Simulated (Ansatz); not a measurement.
# What a change does: single-point calculation on Se

System: Se (P3₂21, 3 atoms in the cell).
Method of run A: DFT PBEsol, scalar-relativistic, plane waves, PAW, no spin polarisation (Ansatz 0.2.0).

The structure derives from an entry of the Crystallography Open Database. Text and figures count atoms from 1; the logs count them from 0 in places.

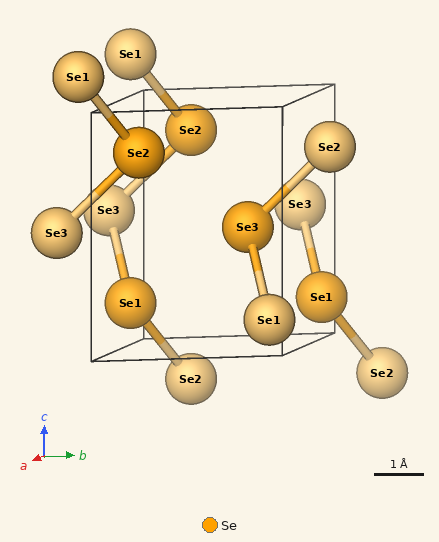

Figure 1. The input geometry (ball-and-stick view of the cell of the calculation, seen slightly off an axis; neighbours outside the cell are drawn fainter; atoms are numbered from 1 in the order of the input). An atom can appear more than once, as a periodic image.

**Input, run A**
```yaml
crystal:
  lattice:
    - [4.038468949, 0.0, 0.0]
    - [-2.0192344745, 3.4974167022, 0.0]
    - [0.0, 0.0, 5.1214644379]
  atoms:
    - { symbol: Se, position: [0.2487357193, 0.0, 0.1666666667] }
    - { symbol: Se, position: [0.0, 0.2487357193, 0.8333333333] }
    - { symbol: Se, position: [0.7512642807, 0.7512642807, 0.5] }
basis:
  ecutwfc: 420
kpoints:
  mp_grid: { grid: [12, 12, 8] }
  band_path: { path: [VBM, CBM], npoints: 2 }
hamiltonian:
  xc: pbesol
scf:
  occupations: { method: gaussian, width: 0.02 }
output:
  forces: true
  stress: true
  eigenvalues: true
checkpoint:
  read: start.run
  write: ck
  compress: false
  write_wavefunctions: false
  write_every: 100000
```

Launched with:
```bash
ansatz run input.yaml --threads 1 --pin off --max-ram 2560MiB --backend cpu --events-out ev --progress --plain --runs-dir out
```

Hardware: 1 thread of AMD EPYC (Zen 5), 16 GiB of memory available, shared host.

**Output, shortened to warnings, some set-up lines, iterations and results (run A)**
```
Basis set: ecut = 420 eV, 1409 PW (Γ), exchange–correlation on 54×54×72 points (8 copies of the dense FFT grid, shifted against one another)
Symmetry: 6 space group operations
k-points: 131 of 1152 (time reversal used)
Initial density: read from a saved state, or passed on in memory by an earlier SCF of this step, an earlier step, the calling program or the single point that the run made first
[...]
SCF iter   1: F=—  HF=-16272.621230 eV  |F-HF|=—  |Δ(HF+E_count)|=         —  Δρ=5.99e-6  dr2=2.53e-8  ethr=1.94e-7  ⟨swp⟩=2.9  Hψ=24662  notcnv=0
SCF iter   2: F=-16272.621230 eV  HF=-16272.621230 eV  |F-HF|=4.89e-9  |Δ(HF+E_count)|=   6.52e-9  Δρ=3.21e-6  dr2=6.83e-9  ethr=5.28e-11  ⟨swp⟩=6.0  Hψ=16526  notcnv=0
SCF 1 converged in 2 iterations: F = -16272.621230 eV  dr2 = 6.83e-9
NSCF: frozen V_eff on 34 k-points
NSCF: frozen V_eff on 34 k-points
NSCF: frozen V_eff on 34 k-points
NSCF: frozen V_eff on 34 k-points
NSCF: frozen V_eff on 7 k-points
NSCF: frozen V_eff on 14 k-points
NSCF: frozen V_eff on 34 k-points
NSCF: frozen V_eff on 13 k-points
NSCF: frozen V_eff on 20 k-points
NSCF: frozen V_eff on 10 k-points
NSCF: frozen V_eff on 22 k-points
NSCF: frozen V_eff on 22 k-points
NSCF: frozen V_eff on 10 k-points
NSCF: frozen V_eff on 4 k-points
NSCF: frozen V_eff on 10 k-points
NSCF: frozen V_eff on 10 k-points
NSCF: frozen V_eff on 4 k-points
NSCF: frozen V_eff on 10 k-points
NSCF: frozen V_eff on 10 k-points
NSCF: frozen V_eff on 10 k-points
NSCF: frozen V_eff on 4 k-points
NSCF: frozen V_eff on 3 k-points
SCF converged after 2 iterations
Free energy (F): -16272.621230 eV
Harris-Foulkes:  -16272.621230 eV  (|F-HF|=4.89e-9)
Internal energy: -16272.621230 eV  (E = F + TS)
E sigma→0 (E₀):  -16272.621230 eV
Fermi energy:    8.729776 eV
--- Per-component energies (eV) ---
  E_band       = -1158.542616
  E_kinetic    = 351.382211
  E_local      = -7145.333358  (includes V_loc(G=0)·N_el)
  E_nonlocal   = -1773.645548
  E_hartree    = 3526.223362
  E_xc         = -308.443838
  E_vxc        = -292.160036  (∫ρ·V_xc dr)
  E_paw        = -5605.718297  (= ΣΔE_a)
  E_vpaw       = 648.768405  (= ΣTr[D̂ρ^β])
  E_aug_tail   = -0.001813  (compensation charges beyond the density's cutoff)
  E_ewald      = -5320.109300
  E_core_change = 3.025351  (= ΣΔE_core)
  E_smearing   = -0.000000  (= −TS)
  E_closure    = -0.000000  (closes the sum)
  Σ components = -16272.621230   (vs F -16272.621230, Δ=0.00e0)
--- Forces (eV/Å), atoms counted from 1 ---
  atom   1  Se    -0.00094022     0.00000000     0.00000000
  atom   2  Se     0.00047011    -0.00081425    -0.00000000
  atom   3  Se     0.00047011     0.00081425     0.00000000
  max |Σ_I F_I| component: 5.67e-17 eV/Å
--- Stress (GPa, compression-positive) ---
       -0.006078       0.000000       0.000000
        0.000000      -0.006078       0.000000
        0.000000       0.000000      -0.002123
  P = ⅓ Tr σ = -0.0048 GPa (-0.048 kbar)
```

For run B the input was changed thus:
```diff
-    - [4.038468949, 0.0, 0.0]
-    - [-2.0192344745, 3.4974167022, 0.0]
-    - [0.0, 0.0, 5.1214644379]
+    - [3.876930191, 0.0, 0.0]
+    - [-1.9384650955, 3.3575200341, 0.0]
+    - [0.0, 0.0, 4.9166058604]
-    - { symbol: Se, position: [0.2487357193, 0.0, 0.1666666667] }
-    - { symbol: Se, position: [0.0, 0.2487357193, 0.8333333333] }
-    - { symbol: Se, position: [0.7512642807, 0.7512642807, 0.5] }
+    - { symbol: Se, position: [0.2705828582, 0.0, 0.1666666667] }
+    - { symbol: Se, position: [0.0, 0.2705828582, 0.8333333333] }
+    - { symbol: Se, position: [0.7294171418, 0.7294171418, 0.5] }
```

What does this change do to the results?

With the same functional and potentials, run B lies 46.0 meV per atom higher. The gap on the mesh goes from 0.45 to 0.16 eV. The pressure goes from 0.00 to 6.19 GPa. The volume per atom goes from 24.11 to 21.33 Å³. The plane waves at Γ go from 1409 to 1277.

**Output, shortened to warnings, some set-up lines, iterations and results (run B)**
```
Basis set: ecut = 420 eV, 1277 PW (Γ), exchange–correlation on 54×54×72 points (8 copies of the dense FFT grid, shifted against one another)
Symmetry: 6 space group operations
k-points: 131 of 1152 (time reversal used)
Initial density: read from a saved state, or passed on in memory by an earlier SCF of this step, an earlier step, the calling program or the single point that the run made first
[...]
SCF iter   1: F=—  HF=-16272.483091 eV  |F-HF|=—  |Δ(HF+E_count)|=         —  Δρ=5.27e-6  dr2=8.88e-9  ethr=6.98e-8  ⟨swp⟩=3.0  Hψ=25844  notcnv=0
SCF iter   2: F=-16272.483091 eV  HF=-16272.483091 eV  |F-HF|=9.09e-12  |Δ(HF+E_count)|=   4.77e-8  Δρ=3.36e-6  dr2=3.80e-9  ethr=1.85e-11  ⟨swp⟩=6.1  Hψ=16838  notcnv=0
SCF 1 converged in 2 iterations: F = -16272.483091 eV  dr2 = 3.80e-9
NSCF: frozen V_eff on 34 k-points
NSCF: frozen V_eff on 34 k-points
NSCF: frozen V_eff on 34 k-points
NSCF: frozen V_eff on 34 k-points
NSCF: frozen V_eff on 34 k-points
NSCF: frozen V_eff on 9 k-points
NSCF: frozen V_eff on 18 k-points
NSCF: frozen V_eff on 28 k-points
NSCF: frozen V_eff on 22 k-points
NSCF: frozen V_eff on 18 k-points
NSCF: frozen V_eff on 12 k-points
NSCF: frozen V_eff on 12 k-points
NSCF: frozen V_eff on 18 k-points
NSCF: frozen V_eff on 10 k-points
NSCF: frozen V_eff on 4 k-points
NSCF: frozen V_eff on 10 k-points
NSCF: frozen V_eff on 10 k-points
NSCF: frozen V_eff on 10 k-points
NSCF: frozen V_eff on 4 k-points
NSCF: frozen V_eff on 10 k-points
NSCF: frozen V_eff on 12 k-points
NSCF: frozen V_eff on 4 k-points
NSCF: frozen V_eff on 3 k-points
SCF converged after 2 iterations
Free energy (F): -16272.483091 eV
Harris-Foulkes:  -16272.483091 eV  (|F-HF|=9.09e-12)
Internal energy: -16272.483091 eV  (E = F + TS)
E sigma→0 (E₀):  -16272.483091 eV
Fermi energy:    10.842190 eV
--- Per-component energies (eV) ---
  E_band       = -1073.654242
  E_kinetic    = 355.140523
  E_local      = -6678.851577  (includes V_loc(G=0)·N_el)
  E_nonlocal   = -1773.472839
  E_hartree    = 3334.683915
  E_xc         = -310.611026
  E_vxc        = -295.002311  (∫ρ·V_xc dr)
  E_paw        = -5605.492753  (= ΣΔE_a)
  E_vpaw       = 649.168671  (= ΣTr[D̂ρ^β])
  E_aug_tail   = -0.001805  (compensation charges beyond the density's cutoff)
  E_ewald      = -5596.902881
  E_core_change = 3.025351  (= ΣΔE_core)
  E_smearing   = -0.000000  (= −TS)
  E_closure    = -0.000000  (closes the sum)
  Σ components = -16272.483091   (vs F -16272.483091, Δ=0.00e0)
--- Forces (eV/Å), atoms counted from 1 ---
  atom   1  Se     0.00341074    -0.00000000    -0.00000000
  atom   2  Se    -0.00170537     0.00295378     0.00000000
  atom   3  Se    -0.00170537    -0.00295378    -0.00000000
  max |Σ_I F_I| component: 3.24e-17 eV/Å
--- Stress (GPa, compression-positive) ---
        4.974747       0.000000       0.000000
        0.000000       4.974747      -0.000000
        0.000000      -0.000000       8.625367
  P = ⅓ Tr σ = 6.1916 GPa (61.916 kbar)
```

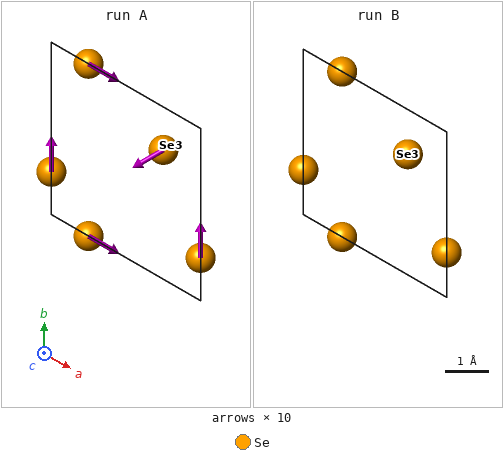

Figure 2. The two input geometries at one scale (ball-and-stick view of the cell of the calculation, along the c axis). The pink arrows on the first give the shifts of the atoms relative to the cell, with their mean removed, magnified 10 times. The largest moves relative to the cell, 0.085 Å, are those of Se atoms. (The mean shift of all atoms is removed.) Cell: a = b 4.038 → 3.877 Å (−4.0 %), c 5.121 → 4.917 Å (−4.0 %). Volume −11.5 %. Among the contacts that change: Se–Se 2.438 → 2.447 Å.

**The two runs side by side**

```tsv
quantity	run A	run B
outcome	converged	converged
free energy per atom (eV)	−5424.2071	−5424.1610
gap on the mesh (eV)	0.45	0.16
pressure (GPa)	0.00	6.19
volume per atom (Å³)	24.11	21.33
largest force (eV/Å)	0.001	0.003
irreducible k-points	131	131
plane waves at Γ	1409	1277
wall time (shared host)	12 s	12 s
```

For run B: The cell is under a pressure of 6.2 GPa at this level, so it is not at its equilibrium volume.
